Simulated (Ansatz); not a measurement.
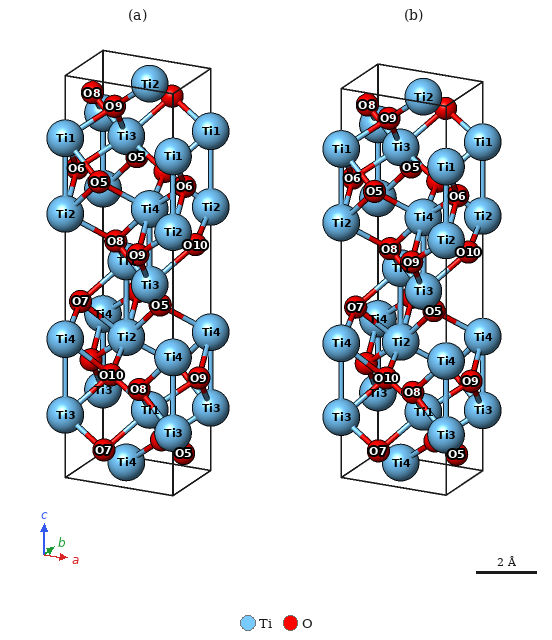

Left: solid Ti₂O₃ (set up in R-3c). Right: the same structure after one change, at the same scale. Style: ball-and-stick. Shown: the conventional cell (3 times the calculation's cell), slightly off an axis. Lengths and directions refer to the drawn axes.

Method: DFT r2SCAN, scalar-relativistic, plane waves, PAW (Ansatz). Settings: plane-wave cutoff 500 eV; k-point mesh 12 × 12 × 12; occupations gaussian; smearing width 0.1 eV; no spin polarisation.

The crystal is put under a hydrostatic pressure of 25 GPa. Cell and atoms are relaxed at that pressure.

What does the change do?

The energy rises by 62.9 meV per atom. Pressure: 0.0 GPa before, 25.0 GPa after. The volume changes by −8.5 %, with a = b 5.094 → 4.955 Å (−2.7 %), c 13.766 → 13.322 Å (−3.2 %). The largest moves relative to the cell, 0.016 Å, are those of O5, O6, O7, O8, O9 and O10. O10 goes along [1 1 0]. By element the largest moves are O 0.016 Å, Ti 0.009 Å. Some distances before and after: O–Ti 2.013 → 1.944 Å, Ti–Ti 2.591 → 2.525 Å, O–Ti 2.060 → 2.018 Å. The space group stays R-3c (No. 167).
